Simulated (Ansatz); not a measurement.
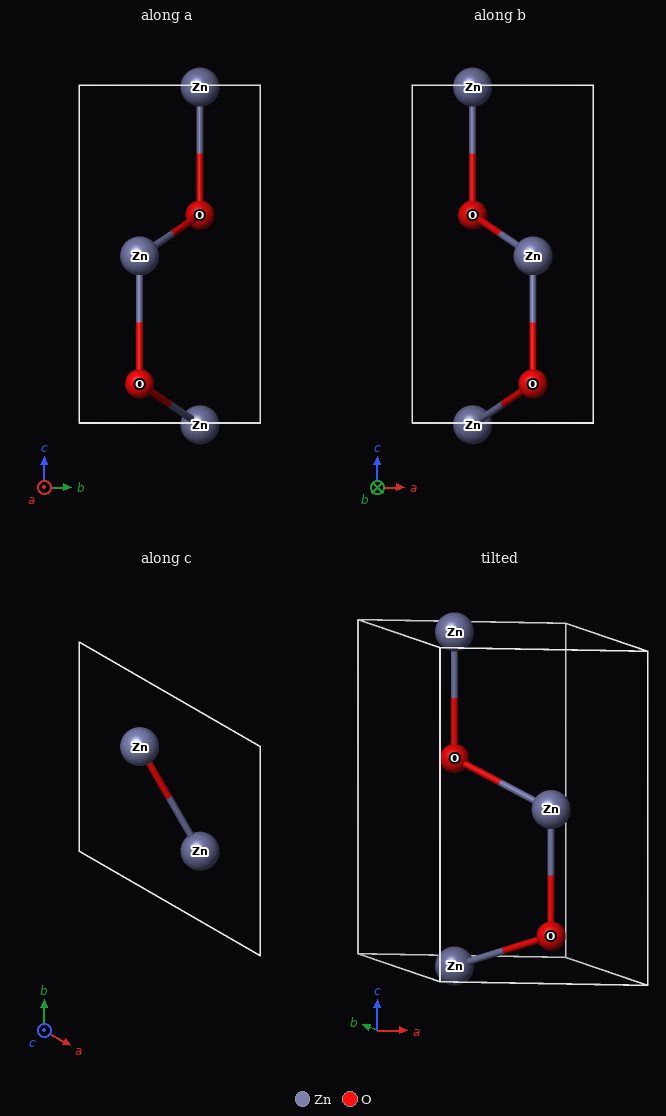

An orthographic ball-and-stick view of the structure, along the a axis, along the b axis, along the c axis and slightly off an axis. The parallelepiped is the conventional unit cell.

Lattice parameters: a = 3.2296 Å, b = 3.2296 Å, c = 5.2143 Å, α = 90.000°, β = 90.000°, γ = 120.000°.

**Convert the drawing into a CIF with its space group and independent sites, with free fractional coordinates to two decimals.**

```cif
data_structure
_symmetry_space_group_name_H-M 'P 63 m c'
_symmetry_Int_Tables_number 186
_cell_length_a 3.2296
_cell_length_b 3.2296
_cell_length_c 5.2143
_cell_angle_alpha 90.000
_cell_angle_beta 90.000
_cell_angle_gamma 120.000
_cell_volume 47.10
loop_
_atom_site_label
_atom_site_type_symbol
_atom_site_symmetry_multiplicity
_atom_site_Wyckoff_symbol
_atom_site_fract_x
_atom_site_fract_y
_atom_site_fract_z
_atom_site_occupancy
Zn1 Zn 2 b 0.3333 0.6667 0.99 1
O1 O 2 b 0.3333 0.6667 0.62 1
```

It goes back to a structure type filled with these elements by a generator (whether the compound takes this form wasn't checked). Relaxation method: DFT, PBEsol, plane waves, PAW (Ansatz).
